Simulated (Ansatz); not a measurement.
Input

```
crystal:
  lattice:
    - [4.19134, 0.0, 0.0]
    - [0.0, 4.19134, 0.0]
    - [0.0, 0.0, 4.19134]
  atoms:
    - { symbol: Ba, position: [0.0, 0.0, 0.0] }
    - { symbol: Zr, position: [0.5, 0.5, 0.5] }
    - { symbol: O, position: [0.0, 0.5, 0.5] }
    - { symbol: O, position: [0.5, 0.0, 0.5] }
    - { symbol: O, position: [0.5, 0.5, 0.0] }
scf:
  occupations: { method: fixed }
output:
  forces: true
  stress: true
  eigenvalues: true
  write_density: true
  write_potential: true
  elf: true
  volumetric_format: npy
hamiltonian:
  xc: r2scan
basis:
  ecutwfc: 560
kpoints:
  mp_grid: { grid: [8, 8, 8] }
relax:
  f_tol: 0.002
  max_steps: 60
  cell: { stress_tol: 0.01, p_target: 0 }
```

Launched as:

```sh
ansatz run input.yaml --threads 8 --pin off --max-ram 24576MiB --backend cpu --events-out ev --progress --plain --runs-dir out
```

Below, planes, directions and counts refer to the conventional cell (a = 4.21 Å, b = 4.21 Å, c = 4.21 Å, α = 90.00°, β = 90.00°, γ = 90.00°).

The fields are those of the run's last geometry, not of the input's.

Space group Pm-3m.

Computed with Ansatz, DFT r2SCAN, scalar-relativistic, plane waves, PAW.

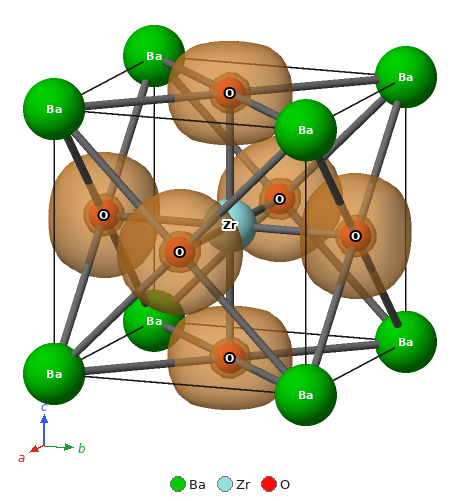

BaZrO3. Isosurface of the electron localisation function at 0.65 (orange), seen slightly off an axis. Only the valence region is drawn (cores and ρ < 0.01 e/Å³ removed). Sticks mark near contacts.

Describe the localisation domains.

Answer. At this value the surface marks out three regions wrapped around O (the valence shell of each), counted in one cell of 5 atoms. Any copies at cell faces, edges or corners count once. Profiles from the grid: Zr–O (2.10 Å): the ELF peaks at about 0.85 in the valence shell of O, 0.6 Å from its nucleus, and drops to about 0.20 between the two atoms; no shared electron pair shows on this line. Ba–O (2.97 Å): the ELF is about 0.10 at the midpoint; a largely ionic contact.

Metal or insulator at this level of theory?

Answer. It is gapped, with a Kohn–Sham gap of 3.7 eV on the k-point mesh (the band edges may lie off the mesh, which would make the gap smaller).
